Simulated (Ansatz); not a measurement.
# Nudged elastic band, with input and output: Sr27Ti27O80 (charge +2) (part 2 of 4)

The same run, continued: Sr27Ti27O80 (defect cell, 134 atoms in the cell, total charge +2); DFT, PBEsol, PAW, plane waves (Ansatz 0.2.0); cutoff 420 eV, 1×1×1 k-mesh, Fermi–Dirac smearing of 0.01 eV. 

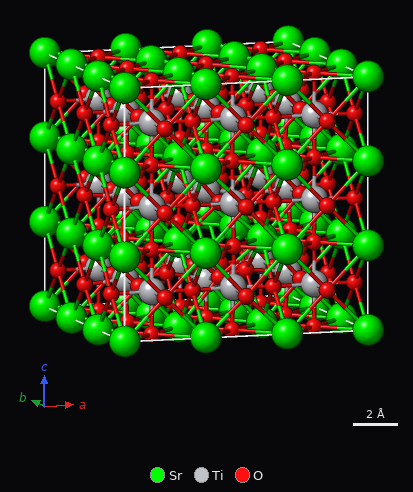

**Figure 1.** The starting structure (ball-and-stick view of the cell of the calculation, seen slightly off an axis).

**Log, continued**
```
k-points: 1
Non-local potential: Sr, projectors of the file, l = 0: 3, l = 1: 2, l = 2: 2
Non-local potential: Ti, projectors of the file, l = 0: 3, l = 1: 2, l = 2: 3, l = 3: 1
Non-local potential: O, projectors of the file, l = 0: 2, l = 1: 2, l = 2: 1
PAW form: soft (Blöchl's): semilocal exchange-correlation on the pseudo side does not see the compensation charge
PAW frozen core: Sr, regenerated for the run's functional, and the local potential with it (the file was generated under x = pbe(κ = 0.804, μ = 0.2195149727645171), c = pbe(β = 0.06672455060314922))
PAW frozen core: Ti, regenerated for the run's functional, and the local potential with it (the file was generated under x = pbe(κ = 0.804, μ = 0.2195149727645171), c = pbe(β = 0.06672455060314922))
PAW frozen core: O, regenerated for the run's functional, and the local potential with it (the file was generated under x = pbe(κ = 0.804, μ = 0.2195149727645171), c = pbe(β = 0.06672455060314922))
PAW one-centre angular grid: Sr, 110 points (default); XC on 64 Gauss nodes
PAW one-centre angular grid: Ti, 590 points (default); XC on 64 Gauss nodes
PAW one-centre angular grid: O, 110 points (default); XC on 64 Gauss nodes
Initial density: superposition of atomic densities (neutral atoms scaled as one to the charged cell's electrons: chi_scale 0, normalization atom), corrected by the library's trained network
Initial wavefunctions: pseudopotential atomic-orbital guess
Functional: x = pbesol(κ = 0.804, μ = 0.12345679012345678), c = pbesol(β = 0.046)
SCF iter   1: F=—  HF=-206207.409964 eV  |F-HF|=—  |Δ(HF+E_count)|=         —  Δρ=1.54e-2  dr2=3.46e0  ethr=1.77e-3  ⟨swp⟩=7.0  Hψ=3005  notcnv=0  defer=24
preconditioner: auto → Resta (q_TF=auto, 2.555 Å⁻¹)  ε∞=5.8  [insulator: Δε(μ)=2.049 eV  Ē_g=12.054 eV  σ=0.010 eV  W_gap=1.00  n_scr=460 (ndim 8)  ℏωp=26.4 eV  f_vac=0.001  D(μ)=0.00/eV (n_scr^D=0)  ε∞_Penn≈5.8]
SCF iter   2: F=—  HF=-206206.784998 eV  |F-HF|=—  |Δ(HF+E_count)|=   6.25e-1  Δρ=4.50e-3  dr2=3.94e-1  ethr=3.23e-4  ⟨swp⟩=2.0  Hψ=1016  notcnv=0  defer=125
SCF iter   3: F=—  HF=-206206.725311 eV  |F-HF|=—  |Δ(HF+E_count)|=   5.97e-2  Δρ=1.32e-3  dr2=3.55e-2  ethr=3.68e-5  ⟨swp⟩=2.0  Hψ=794  notcnv=0  defer=125
SCF iter   4: F=—  HF=-206206.720496 eV  |F-HF|=—  |Δ(HF+E_count)|=   4.81e-3  Δρ=1.64e-4  dr2=6.95e-4  ethr=3.31e-6  ⟨swp⟩=3.0  Hψ=800  notcnv=0  defer=125
SCF iter   5: F=—  HF=-206206.717966 eV  |F-HF|=—  |Δ(HF+E_count)|=   2.53e-3  Δρ=5.23e-5  dr2=8.48e-5  ethr=6.48e-8  ⟨swp⟩=2.0  Hψ=1054  notcnv=0  defer=125
SCF iter   6: F=—  HF=-206206.718457 eV  |F-HF|=—  |Δ(HF+E_count)|=   4.91e-4  Δρ=2.14e-5  dr2=8.22e-6  ethr=7.91e-9  ⟨swp⟩=2.0  Hψ=1074  notcnv=0  defer=125
SCF iter   7: F=—  HF=-206206.718458 eV  |F-HF|=—  |Δ(HF+E_count)|=   1.29e-6  Δρ=8.05e-6  dr2=8.78e-7  ethr=7.67e-10  ⟨swp⟩=2.0  Hψ=1054  notcnv=0  defer=125
SCF iter   8: F=-206206.718458 eV  HF=-206206.718458 eV  |F-HF|=1.57e-8  |Δ(HF+E_count)|=   1.48e-8  Δρ=1.92e-6  dr2=4.67e-8  ethr=9.33e-12  ⟨swp⟩=4.0  Hψ=2029  notcnv=0
SCF 1 converged in 8 iterations: F = -206206.718458 eV  dr2 = 4.67e-8
  greatest PAW one-centre occupation: 0.999 electrons in one spin orbital (limit 2), on the Ti atom at site 35 (counted from 0), in its partial waves of l = 0
NSCF: frozen V_eff on 1 k-points
NEB image 6
SCF iter   1: F=—  HF=-206203.515228 eV  |F-HF|=—  |Δ(HF+E_count)|=         —  Δρ=1.59e-2  dr2=4.73e0  ethr=1.77e-3  ⟨swp⟩=6.0  Hψ=2961  notcnv=0  defer=29
preconditioner: auto → Resta (q_TF=auto, 2.555 Å⁻¹)  ε∞=5.8  [insulator: Δε(μ)=0.686 eV  Ē_g=12.008 eV  σ=0.010 eV  W_gap=1.00  n_scr=460 (ndim 8)  ℏωp=26.4 eV  f_vac=0.000  D(μ)=0.00/eV (n_scr^D=0)  ε∞_Penn≈5.8]
SCF iter   2: F=—  HF=-206202.761226 eV  |F-HF|=—  |Δ(HF+E_count)|=   7.54e-1  Δρ=5.67e-3  dr2=1.05e0  ethr=4.41e-4  ⟨swp⟩=4.0  Hψ=1020  notcnv=0  defer=126
SCF iter   3: F=—  HF=-206202.574186 eV  |F-HF|=—  |Δ(HF+E_count)|=   1.87e-1  Δρ=1.76e-3  dr2=1.44e-1  ethr=9.75e-5  ⟨swp⟩=3.0  Hψ=882  notcnv=0  defer=126
SCF iter   4: F=—  HF=-206202.542924 eV  |F-HF|=—  |Δ(HF+E_count)|=   3.13e-2  Δρ=4.15e-4  dr2=4.91e-3  ethr=1.35e-5  ⟨swp⟩=3.0  Hψ=1296  notcnv=0  defer=126
SCF iter   5: F=—  HF=-206202.543503 eV  |F-HF|=—  |Δ(HF+E_count)|=   5.80e-4  Δρ=1.06e-4  dr2=2.27e-4  ethr=4.58e-7  ⟨swp⟩=2.0  Hψ=1065  notcnv=0  defer=126
SCF iter   6: F=—  HF=-206202.542125 eV  |F-HF|=—  |Δ(HF+E_count)|=   1.38e-3  Δρ=3.29e-5  dr2=1.72e-5  ethr=2.12e-8  ⟨swp⟩=3.0  Hψ=1081  notcnv=0  defer=126
SCF iter   7: F=—  HF=-206202.542582 eV  |F-HF|=—  |Δ(HF+E_count)|=   4.57e-4  Δρ=1.47e-5  dr2=2.32e-6  ethr=1.61e-9  ⟨swp⟩=2.0  Hψ=1080  notcnv=0  defer=126
SCF iter   8: F=—  HF=-206202.542582 eV  |F-HF|=—  |Δ(HF+E_count)|=   4.69e-8  Δρ=2.76e-6  dr2=1.33e-7  ethr=2.16e-10  ⟨swp⟩=2.0  Hψ=1053  notcnv=0  defer=126
SCF iter   9: F=-206202.542582 eV  HF=-206202.542582 eV  |F-HF|=8.79e-9  |Δ(HF+E_count)|=  8.73e-11  Δρ=1.20e-6  dr2=1.65e-8  ethr=9.33e-12  ⟨swp⟩=4.0  Hψ=1729  notcnv=0
SCF 2 converged in 9 iterations: F = -206202.542582 eV  dr2 = 1.65e-8
NSCF: frozen V_eff on 1 k-points
NEB end point (image 0): max|allowed force component| = 2.251e-2 eV/Å (the criterion of neb.relax_end_points is 1.200e-2)
NEB end point (image 6): max|allowed force component| = 5.859e0 eV/Å (the criterion of neb.relax_end_points is 1.200e-2)
NEB image 0, for its relaxation
Initial density: handed on by an earlier stage of this run
Initial wavefunctions: those handed on with the density
preconditioner: auto → Resta (q_TF=auto, 2.555 Å⁻¹)  ε∞=5.7  [insulator: Δε(μ)=2.254 eV  Ē_g=12.156 eV  σ=0.010 eV  W_gap=1.00  n_scr=460 (ndim 8)  ℏωp=26.4 eV  f_vac=0.002  D(μ)=0.00/eV (n_scr^D=0)  ε∞_Penn≈5.7]
NEB image 0, for its relaxation
preconditioner: auto → Resta (q_TF=auto, 2.555 Å⁻¹)  ε∞=5.7  [insulator: Δε(μ)=2.252 eV  Ē_g=12.156 eV  σ=0.010 eV  W_gap=1.00  n_scr=460 (ndim 8)  ℏωp=26.4 eV  f_vac=0.002  D(μ)=0.00/eV (n_scr^D=0)  ε∞_Penn≈5.7]
NEB image 0, for its relaxation
NEB image 0, for its relaxation
NEB image 0, for its relaxation
preconditioner: auto → Resta (q_TF=auto, 2.555 Å⁻¹)  ε∞=5.7  [insulator: Δε(μ)=2.255 eV  Ē_g=12.157 eV  σ=0.010 eV  W_gap=1.00  n_scr=460 (ndim 8)  ℏωp=26.4 eV  f_vac=0.002  D(μ)=0.00/eV (n_scr^D=0)  ε∞_Penn≈5.7]
NEB image 0, for its relaxation
preconditioner: auto → Resta (q_TF=auto, 2.555 Å⁻¹)  ε∞=5.7  [insulator: Δε(μ)=2.256 eV  Ē_g=12.157 eV  σ=0.010 eV  W_gap=1.00  n_scr=460 (ndim 8)  ℏωp=26.4 eV  f_vac=0.002  D(μ)=0.00/eV (n_scr^D=0)  ε∞_Penn≈5.7]
NEB image 0, for its relaxation
preconditioner: auto → Resta (q_TF=auto, 2.555 Å⁻¹)  ε∞=5.7  [insulator: Δε(μ)=2.260 eV  Ē_g=12.158 eV  σ=0.010 eV  W_gap=1.00  n_scr=460 (ndim 8)  ℏωp=26.4 eV  f_vac=0.002  D(μ)=0.00/eV (n_scr^D=0)  ε∞_Penn≈5.7]
NEB image 0, for its relaxation
preconditioner: auto → Resta (q_TF=auto, 2.555 Å⁻¹)  ε∞=5.7  [insulator: Δε(μ)=2.283 eV  Ē_g=12.163 eV  σ=0.010 eV  W_gap=1.00  n_scr=460 (ndim 8)  ℏωp=26.4 eV  f_vac=0.002  D(μ)=0.00/eV (n_scr^D=0)  ε∞_Penn≈5.7]
NEB image 0, for its relaxation
preconditioner: auto → Resta (q_TF=auto, 2.555 Å⁻¹)  ε∞=5.7  [insulator: Δε(μ)=2.278 eV  Ē_g=12.167 eV  σ=0.010 eV  W_gap=1.00  n_scr=460 (ndim 8)  ℏωp=26.4 eV  f_vac=0.002  D(μ)=0.00/eV (n_scr^D=0)  ε∞_Penn≈5.7]
NEB image 0, for its relaxation
preconditioner: auto → Resta (q_TF=auto, 2.555 Å⁻¹)  ε∞=5.7  [insulator: Δε(μ)=2.395 eV  Ē_g=12.195 eV  σ=0.010 eV  W_gap=1.00  n_scr=460 (ndim 8)  ℏωp=26.4 eV  f_vac=0.002  D(μ)=0.00/eV (n_scr^D=0)  ε∞_Penn≈5.7]
NEB image 0, for its relaxation
preconditioner: auto → Resta (q_TF=auto, 2.555 Å⁻¹)  ε∞=5.7  [insulator: Δε(μ)=2.360 eV  Ē_g=12.209 eV  σ=0.010 eV  W_gap=1.00  n_scr=460 (ndim 8)  ℏωp=26.4 eV  f_vac=0.002  D(μ)=0.00/eV (n_scr^D=0)  ε∞_Penn≈5.7]
NEB image 0, for its relaxation
preconditioner: auto → Resta (q_TF=auto, 2.555 Å⁻¹)  ε∞=5.7  [insulator: Δε(μ)=2.326 eV  Ē_g=12.180 eV  σ=0.010 eV  W_gap=1.00  n_scr=460 (ndim 8)  ℏωp=26.4 eV  f_vac=0.002  D(μ)=0.00/eV (n_scr^D=0)  ε∞_Penn≈5.7]
NEB image 0
preconditioner: auto → Resta (q_TF=auto, 2.555 Å⁻¹)  ε∞=5.7  [insulator: Δε(μ)=2.324 eV  Ē_g=12.178 eV  σ=0.010 eV  W_gap=1.00  n_scr=460 (ndim 8)  ℏωp=26.4 eV  f_vac=0.002  D(μ)=0.00/eV (n_scr^D=0)  ε∞_Penn≈5.7]
NSCF: frozen V_eff on 1 k-points
NEB end point (image 0): relaxed in 77 SCF iterations, 0.016394 eV lower, largest move of an atom 0.053 Å; not tested for a saddle point
NEB image 6, for its relaxation
preconditioner: auto → Resta (q_TF=auto, 2.555 Å⁻¹)  ε∞=5.7  [insulator: Δε(μ)=0.428 eV  Ē_g=12.104 eV  σ=0.010 eV  W_gap=1.00  n_scr=460 (ndim 8)  ℏωp=26.4 eV  f_vac=0.000  D(μ)=0.00/eV (n_scr^D=0)  ε∞_Penn≈5.7]
NEB image 6, for its relaxation
preconditioner: auto → Resta (q_TF=auto, 2.555 Å⁻¹)  ε∞=5.7  [insulator: Δε(μ)=2.081 eV  Ē_g=12.175 eV  σ=0.010 eV  W_gap=1.00  n_scr=460 (ndim 8)  ℏωp=26.4 eV  f_vac=0.002  D(μ)=0.00/eV (n_scr^D=0)  ε∞_Penn≈5.7]
NEB image 6, for its relaxation
preconditioner: auto → Resta (q_TF=auto, 2.555 Å⁻¹)  ε∞=5.7  [insulator: Δε(μ)=2.248 eV  Ē_g=12.168 eV  σ=0.010 eV  W_gap=1.00  n_scr=460 (ndim 8)  ℏωp=26.4 eV  f_vac=0.002  D(μ)=0.00/eV (n_scr^D=0)  ε∞_Penn≈5.7]
NEB image 6, for its relaxation
preconditioner: auto → Resta (q_TF=auto, 2.555 Å⁻¹)  ε∞=5.7  [insulator: Δε(μ)=2.238 eV  Ē_g=12.143 eV  σ=0.010 eV  W_gap=1.00  n_scr=460 (ndim 8)  ℏωp=26.4 eV  f_vac=0.001  D(μ)=0.00/eV (n_scr^D=0)  ε∞_Penn≈5.7]
NEB image 6, for its relaxation
preconditioner: auto → Resta (q_TF=auto, 2.555 Å⁻¹)  ε∞=5.7  [insulator: Δε(μ)=2.285 eV  Ē_g=12.154 eV  σ=0.010 eV  W_gap=1.00  n_scr=460 (ndim 8)  ℏωp=26.4 eV  f_vac=0.002  D(μ)=0.00/eV (n_scr^D=0)  ε∞_Penn≈5.7]
NEB image 6, for its relaxation
preconditioner: auto → Resta (q_TF=auto, 2.555 Å⁻¹)  ε∞=5.7  [insulator: Δε(μ)=2.329 eV  Ē_g=12.175 eV  σ=0.010 eV  W_gap=1.00  n_scr=460 (ndim 8)  ℏωp=26.4 eV  f_vac=0.002  D(μ)=0.00/eV (n_scr^D=0)  ε∞_Penn≈5.7]
NEB image 6, for its relaxation
preconditioner: auto → Resta (q_TF=auto, 2.555 Å⁻¹)  ε∞=5.7  [insulator: Δε(μ)=2.329 eV  Ē_g=12.182 eV  σ=0.010 eV  W_gap=1.00  n_scr=460 (ndim 8)  ℏωp=26.4 eV  f_vac=0.002  D(μ)=0.00/eV (n_scr^D=0)  ε∞_Penn≈5.7]
NEB image 6
preconditioner: auto → Resta (q_TF=auto, 2.555 Å⁻¹)  ε∞=5.7  [insulator: Δε(μ)=2.326 eV  Ē_g=12.179 eV  σ=0.010 eV  W_gap=1.00  n_scr=460 (ndim 8)  ℏωp=26.4 eV  f_vac=0.002  D(μ)=0.00/eV (n_scr^D=0)  ε∞_Penn≈5.7]
NSCF: frozen V_eff on 1 k-points
NEB end point (image 6): relaxed in 53 SCF iterations, 4.192514 eV lower, largest move of an atom 0.379 Å; not tested for a saddle point
NEB image 1
preconditioner: auto → Resta (q_TF=auto, 2.555 Å⁻¹)  ε∞=5.8  [insulator: Δε(μ)=2.073 eV  Ē_g=12.085 eV  σ=0.010 eV  W_gap=1.00  n_scr=460 (ndim 8)  ℏωp=26.4 eV  f_vac=0.001  D(μ)=0.00/eV (n_scr^D=0)  ε∞_Penn≈5.8]
NEB image 2
preconditioner: auto → Resta (q_TF=auto, 2.555 Å⁻¹)  ε∞=5.8  [insulator: Δε(μ)=1.974 eV  Ē_g=12.091 eV  σ=0.010 eV  W_gap=1.00  n_scr=460 (ndim 8)  ℏωp=26.4 eV  f_vac=0.000  D(μ)=0.00/eV (n_scr^D=0)  ε∞_Penn≈5.8]
NEB image 3
preconditioner: auto → Resta (q_TF=auto, 2.555 Å⁻¹)  ε∞=5.8  [insulator: Δε(μ)=1.906 eV  Ē_g=12.091 eV  σ=0.010 eV  W_gap=1.00  n_scr=460 (ndim 8)  ℏωp=26.4 eV  f_vac=0.000  D(μ)=0.00/eV (n_scr^D=0)  ε∞_Penn≈5.8]
NEB image 4
preconditioner: auto → Resta (q_TF=auto, 2.555 Å⁻¹)  ε∞=5.8  [insulator: Δε(μ)=1.922 eV  Ē_g=12.087 eV  σ=0.010 eV  W_gap=1.00  n_scr=460 (ndim 8)  ℏωp=26.4 eV  f_vac=0.000  D(μ)=0.00/eV (n_scr^D=0)  ε∞_Penn≈5.8]
NEB image 5
preconditioner: auto → Resta (q_TF=auto, 2.555 Å⁻¹)  ε∞=5.8  [insulator: Δε(μ)=2.030 eV  Ē_g=12.080 eV  σ=0.010 eV  W_gap=1.00  n_scr=460 (ndim 8)  ℏωp=26.4 eV  f_vac=0.001  D(μ)=0.00/eV (n_scr^D=0)  ε∞_Penn≈5.8]
NEB iter   1: max|band force component| = 6.277e0 eV/Å  barrier→ = 2.0684 eV  barrier← = 2.0687 eV  Δτ_max = 0.1560 Å  (69 SCF iters)
NEB image 1
preconditioner: auto → Resta (q_TF=auto, 2.555 Å⁻¹)  ε∞=5.7  [insulator: Δε(μ)=2.202 eV  Ē_g=12.187 eV  σ=0.010 eV  W_gap=1.00  n_scr=460 (ndim 8)  ℏωp=26.4 eV  f_vac=0.002  D(μ)=0.00/eV (n_scr^D=0)  ε∞_Penn≈5.7]
NEB image 2
preconditioner: auto → Resta (q_TF=auto, 2.555 Å⁻¹)  ε∞=5.7  [insulator: Δε(μ)=2.157 eV  Ē_g=12.196 eV  σ=0.010 eV  W_gap=1.00  n_scr=460 (ndim 8)  ℏωp=26.4 eV  f_vac=0.002  D(μ)=0.00/eV (n_scr^D=0)  ε∞_Penn≈5.7]
NEB image 3
preconditioner: auto → Resta (q_TF=auto, 2.555 Å⁻¹)  ε∞=5.7  [insulator: Δε(μ)=2.160 eV  Ē_g=12.199 eV  σ=0.010 eV  W_gap=1.00  n_scr=460 (ndim 8)  ℏωp=26.4 eV  f_vac=0.002  D(μ)=0.00/eV (n_scr^D=0)  ε∞_Penn≈5.7]
NEB image 4
preconditioner: auto → Resta (q_TF=auto, 2.555 Å⁻¹)  ε∞=5.7  [insulator: Δε(μ)=2.166 eV  Ē_g=12.192 eV  σ=0.010 eV  W_gap=1.00  n_scr=460 (ndim 8)  ℏωp=26.4 eV  f_vac=0.002  D(μ)=0.00/eV (n_scr^D=0)  ε∞_Penn≈5.7]
NEB image 5
preconditioner: auto → Resta (q_TF=auto, 2.555 Å⁻¹)  ε∞=5.7  [insulator: Δε(μ)=2.203 eV  Ē_g=12.182 eV  σ=0.010 eV  W_gap=1.00  n_scr=460 (ndim 8)  ℏωp=26.4 eV  f_vac=0.002  D(μ)=0.00/eV (n_scr^D=0)  ε∞_Penn≈5.7]
NEB iter   2: max|band force component| = 1.992e0 eV/Å  barrier→ = 1.0442 eV  barrier← = 1.0445 eV  Δτ_max = 0.1221 Å  (40 SCF iters)
[... from here on the SCF iterations and repeated set-up lines of each step are left out, up to the last step ...]
NEB image 1
NEB image 2
NEB image 3
NEB image 4
NEB image 5
NEB iter   3: max|band force component| = 1.005e0 eV/Å  barrier→ = 0.6333 eV  barrier← = 0.6336 eV  Δτ_max = 0.0327 Å  (40 SCF iters)
NEB image 1
NEB image 2
NEB image 3
NEB image 4
NEB image 5
NEB iter   4: max|band force component| = 3.884e-1 eV/Å  barrier→ = 0.5165 eV  barrier← = 0.5168 eV  CI = image 3  Δτ_max = 0.0464 Å  (35 SCF iters)
NEB image 1
NEB image 2
NEB image 3
NEB image 4
NEB image 5
NEB iter   5: max|band force component| = 2.912e-1 eV/Å  barrier→ = 0.4570 eV  barrier← = 0.4573 eV  CI = image 3  Δτ_max = 0.0181 Å  (38 SCF iters)
NEB image 1
NEB image 2
NEB image 3
NEB image 4
NEB image 5
NEB iter   6: max|band force component| = 2.700e-1 eV/Å  barrier→ = 0.4410 eV  barrier← = 0.4412 eV  CI = image 3  Δτ_max = 0.0381 Å  (33 SCF iters)
NEB image 1
NEB image 2
NEB image 3
NEB image 4
NEB image 5
NEB iter   7: max|band force component| = 9.546e-2 eV/Å  barrier→ = 0.4292 eV  barrier← = 0.4294 eV  CI = image 3  Δτ_max = 0.0122 Å  (35 SCF iters)
NEB image 1
NEB image 2
NEB image 3
NEB image 4
NEB image 5
NEB iter   8: max|band force component| = 6.825e-2 eV/Å  barrier→ = 0.4260 eV  barrier← = 0.4262 eV  CI = image 3  Δτ_max = 0.0185 Å  (30 SCF iters)
NEB image 1
NEB image 2
NEB image 3
NEB image 4
NEB image 5
NEB iter   9: max|band force component| = 8.270e-2 eV/Å  barrier→ = 0.4238 eV  barrier← = 0.4241 eV  CI = image 3  Δτ_max = 0.0092 Å  (30 SCF iters)
NEB image 1
NEB image 2
NEB image 3
NEB image 4
NEB image 5
NEB iter  10: max|band force component| = 5.615e-2 eV/Å  barrier→ = 0.4230 eV  barrier← = 0.4233 eV  CI = image 3  Δτ_max = 0.0055 Å  (30 SCF iters)
NEB image 3
NEB iter  11: max|band force component| = 5.652e-2 eV/Å  barrier→ = 0.4211 eV  barrier← = 0.4214 eV  CI = image 3  Δτ_max = 0.0043 Å  (6 SCF iters)
NEB image 3
NEB iter  12: max|band force component| = 5.759e-2 eV/Å  barrier→ = 0.4197 eV  barrier← = 0.4200 eV  CI = image 3  Δτ_max = 0.0037 Å  (6 SCF iters)
NEB image 3
NEB iter  13: max|band force component| = 5.672e-2 eV/Å  barrier→ = 0.4187 eV  barrier← = 0.4190 eV  CI = image 3  Δτ_max = 0.0047 Å  (6 SCF iters)
NEB image 3
NEB iter  14: max|band force component| = 5.634e-2 eV/Å  barrier→ = 0.4179 eV  barrier← = 0.4182 eV  CI = image 3  Δτ_max = 0.0060 Å  (6 SCF iters)
NEB image 3
NEB iter  15: max|band force component| = 5.811e-2 eV/Å  barrier→ = 0.4172 eV  barrier← = 0.4174 eV  CI = image 3  Δτ_max = 0.0074 Å  (6 SCF iters)
NEB image 3
preconditioner: auto → Resta (q_TF=auto, 2.555 Å⁻¹)  ε∞=5.7  [insulator: Δε(μ)=2.344 eV  Ē_g=12.178 eV  σ=0.010 eV  W_gap=1.00  n_scr=460 (ndim 8)  ℏωp=26.4 eV  f_vac=0.001  D(μ)=0.00/eV (n_scr^D=0)  ε∞_Penn≈5.7]
NEB image 1
NSCF: frozen V_eff on 1 k-points
NEB image 2
NSCF: frozen V_eff on 1 k-points
NEB image 4
NSCF: frozen V_eff on 1 k-points
NEB image 5
NSCF: frozen V_eff on 1 k-points
NEB image 3
NSCF: frozen V_eff on 1 k-points
the band table was solved once a step of the walk had ended and its energy, with any forces and stress, was formed, with the checks that follow a solve (2463 applications of the Hamiltonian). They found nothing against the state; the energy, forces and stress were not computed again (output.eigenvalues in the input reference)
```
